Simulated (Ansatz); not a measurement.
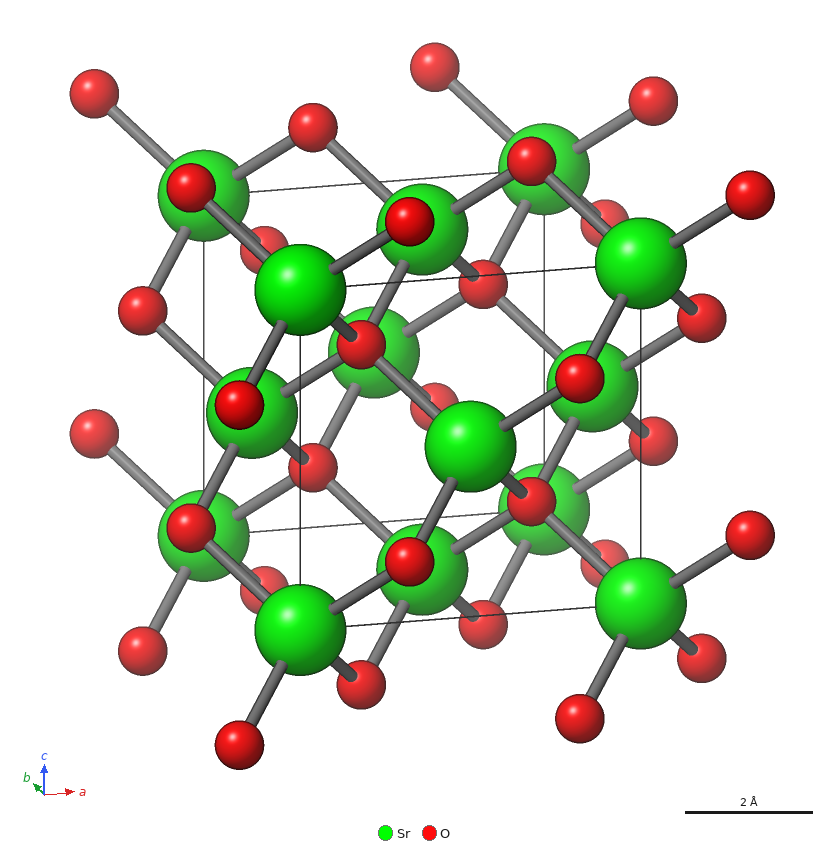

Structure drawing (ball-and-stick), viewed slightly off an axis. One drawn cell (a repeat of the simulation cell) is framed, with atoms on its boundary repeated. Atoms just outside the outline that bond to atoms inside are added.

SrO, a = 5.585 Å, b = 5.610 Å, c = 5.585 Å, α = 90.00°, β = 90.00°, γ = 90.00°. Strictly the space group is I-4m2 (No. 119, within 0.01 Å). It is a distorted form of a face-centred cubic structure, space group F-43m (No. 216) within 0.25 Å: zinc blende (sphalerite type). It goes back to a structure type filled with these elements by a generator (whether the compound takes this form wasn't checked). The cell was then strained or its atoms displaced on purpose. Ansatz was used for an electronic-structure calculation on it.

This one geometry was computed with Ansatz (DFT, plane waves, PAW) at three levels of theory: r2SCAN, HSE06 and PBE. It was relaxed with r2SCAN and then strained.

### How does the band gap change with the level of theory?

PBE: a gap of 2.51 eV, indirect; r2SCAN: a gap of 2.87 eV, indirect; HSE06: a gap of 3.84 eV, indirect.

### Collect the results in a table.

| level | cutoff (eV) | k-mesh of the run's cell | gap (eV) | pressure (GPa) |
| --- | --- | --- | --- | --- |
| r2SCAN | 500 | 8×8×8 | 2.87 | -0.3 |
| HSE06 | 420 | 6×6×6 | 3.84 | -0.6 |
| PBE | 420 | 8×8×8 | 2.51 | 0.7 |

Gaps are taken on the k-mesh or band path of each run.
